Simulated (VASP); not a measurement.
# Two runs on SnO

System: SnO (2 atoms in the cell).
Method of run A: DFT, plane waves, PAW, settings varied from a PBE run (VASP 6.6.1).

The structure was built on a prototype by a generator. The geometry comes from this level: r2SCAN (a point of a series of strains). 

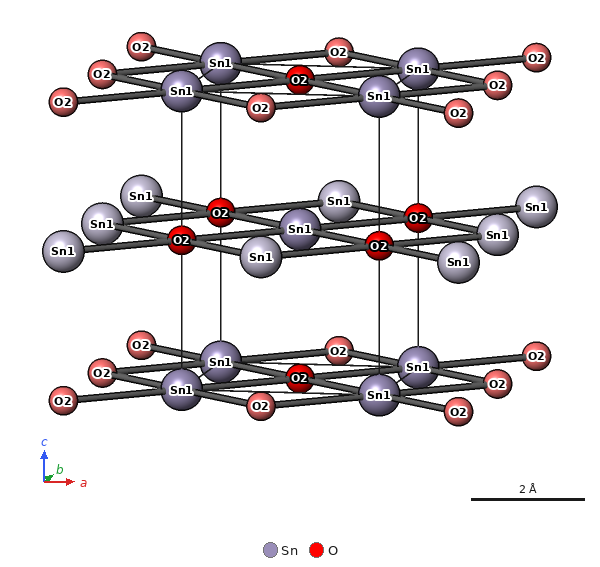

Fig. 1: The input geometry (ball-and-stick view of the cell 2 times as large as that of the calculation, set on its symmetry axes, seen slightly off an axis; neighbours outside the cell are drawn fainter; atoms are numbered from 1 in the order of the input).

### INCAR, run A
```
ENCUT = 520.000000
EDIFF = 1.00e-07
GGA = PE
PREC = Accurate
IBRION = -1
ISIF = 2
NBANDS = 17
NELM = 120
NSW = 0
LASPH = .TRUE.
LCHARG = .FALSE.
LWAVE = .FALSE.
LREAL = .FALSE.
ISMEAR = -5
SIGMA = 0.1
```

### KPOINTS, run A
```
KPOINTS created by Atomic Simulation Environment
0
Gamma
8 8 8
0 0 0
```

### POSCAR, run A
```
Sn O
 1.0000000000000000
     0.0000000000000000    2.5369732561000000    2.6869083754999998
     2.5369732561000000    0.0000000000000000    2.6869083754999998
     2.5369732561000000    2.5369732561000000    0.0000000000000000
 Sn  O
   1   1
Cartesian
  0.0000000000000000  0.0000000000000000  0.0000000000000000
  2.5369732561000000  2.5369732561000000  2.6869083754999998
```

Launched with:
```bash
mpirun -np 1 vasp_std
```

Hardware: 1 CPU thread, shared host.

### OSZICAR and lines of OUTCAR (run A)
```
N       E                     dE             d eps       ncg     rms          rms(c)
DAV:   1     0.146533894782E+03    0.14653E+03   -0.10266E+04  2067   0.175E+03
DAV:   2     0.154997177602E+01   -0.14498E+03   -0.13887E+03  2208   0.387E+02
DAV:   3    -0.121128045600E+02   -0.13663E+02   -0.13593E+02  2373   0.105E+02
DAV:   4    -0.123933568507E+02   -0.28055E+00   -0.28040E+00  2490   0.158E+01
DAV:   5    -0.124002775023E+02   -0.69207E-02   -0.69203E-02  2717   0.242E+00    0.830E+00
DAV:   6    -0.107996413303E+02    0.16006E+01   -0.13513E+01  2437   0.429E+01    0.538E+00
DAV:   7    -0.104790883935E+02    0.32055E+00   -0.23105E+00  2435   0.809E+00    0.139E+00
DAV:   8    -0.104588410671E+02    0.20247E-01   -0.17504E-01  2143   0.330E+00    0.287E-01
DAV:   9    -0.104584194425E+02    0.42162E-03   -0.42760E-03  2574   0.530E-01    0.111E-01
DAV:  10    -0.104587184984E+02   -0.29906E-03   -0.83870E-04  2617   0.375E-01    0.604E-02
DAV:  11    -0.104586327343E+02    0.85764E-04   -0.16201E-04  2741   0.170E-01    0.745E-03
DAV:  12    -0.104586323977E+02    0.33653E-06   -0.14136E-05  2770   0.354E-02    0.441E-03
DAV:  13    -0.104586321575E+02    0.24017E-06   -0.40694E-06  2614   0.118E-02    0.394E-03
DAV:  14    -0.104586316927E+02    0.46481E-06   -0.10868E-06  2202   0.663E-03    0.225E-04
DAV:  15    -0.104586316812E+02    0.11561E-07   -0.48181E-08  1154   0.159E-03
   1 F= -.10458632E+02 E0= -.10458632E+02  d E =0.000000E+00
[... from OUTCAR:]
   NELECT =      20.0000    total number of electrons
 E-fermi :   7.0410
  free  energy   TOTEN  =       -10.4586316812 eV
  energy  without entropy=      -10.4586316812  energy(sigma->0) =      -10.45863168
```

The input of run B differs as follows (lines with − go, lines with + come):
```diff
-ISMEAR = -5
-SIGMA = 0.1
+ISMEAR = -1
+SIGMA = 0.5
```

How does run B compare with run A?

The energy of run B (smearing taken to zero) is 27.0 meV per atom higher, which measures how much it depends on this numerical setting. The pressure goes from −2.37 to −2.07 GPa. The number of SCF iterations is the same.

### OSZICAR and lines of OUTCAR (run B)
```
N       E                     dE             d eps       ncg     rms          rms(c)
DAV:   1     0.146188719646E+03    0.14619E+03   -0.10266E+04  2067   0.175E+03
DAV:   2     0.143460039071E+01   -0.14475E+03   -0.13780E+03  2208   0.387E+02
DAV:   3    -0.121918030842E+02   -0.13626E+02   -0.13503E+02  2373   0.105E+02
DAV:   4    -0.124723311625E+02   -0.28053E+00   -0.28036E+00  2490   0.158E+01
DAV:   5    -0.124792529361E+02   -0.69218E-02   -0.69214E-02  2717   0.242E+00    0.813E+00
DAV:   6    -0.109613831102E+02    0.15179E+01   -0.12531E+01  2429   0.422E+01    0.531E+00
DAV:   7    -0.106414505362E+02    0.31993E+00   -0.21472E+00  2459   0.808E+00    0.134E+00
DAV:   8    -0.106221135074E+02    0.19337E-01   -0.16685E-01  2154   0.320E+00    0.274E-01
DAV:   9    -0.106217441200E+02    0.36939E-03   -0.39764E-03  2583   0.521E-01    0.107E-01
DAV:  10    -0.106219921502E+02   -0.24803E-03   -0.76447E-04  2619   0.367E-01    0.558E-02
DAV:  11    -0.106219162901E+02    0.75860E-04   -0.16201E-04  2692   0.175E-01    0.851E-03
DAV:  12    -0.106219158612E+02    0.42887E-06   -0.12639E-05  2636   0.315E-02    0.397E-03
DAV:  13    -0.106219156537E+02    0.20748E-06   -0.33174E-06  2700   0.112E-02    0.372E-03
DAV:  14    -0.106219152090E+02    0.44478E-06   -0.83244E-07  2233   0.622E-03    0.285E-04
DAV:  15    -0.106219151943E+02    0.14705E-07   -0.36855E-08  1136   0.137E-03
   1 F= -.10621915E+02 E0= -.10404539E+02  d E =-.434752E+00
[... from OUTCAR:]
   NELECT =      20.0000    total number of electrons
 E-fermi :   7.3229
  free  energy   TOTEN  =       -10.6219151943 eV
  energy  without entropy=      -10.1871630450  energy(sigma->0) =      -10.40453912
```

### The two runs side by side

| quantity | run A | run B |
| --- | --- | --- |
| outcome | converged | converged |
| free energy per atom (eV) | −5.2293 | −5.3110 |
| energy per atom, smearing taken to zero (eV) | −5.2293 | −5.2023 |
| gap on the mesh (eV) | 0.70 | 0.73 |
| pressure (GPa) | −2.37 | −2.07 |
| largest force (eV/Å) | 0.000 | 0.000 |
| SCF iterations | 15 | 15 |
| irreducible k-points | 59 | 59 |

For run B: These settings are looser than, or depart from, a standard set-up, so the numbers are not reference values for this system.
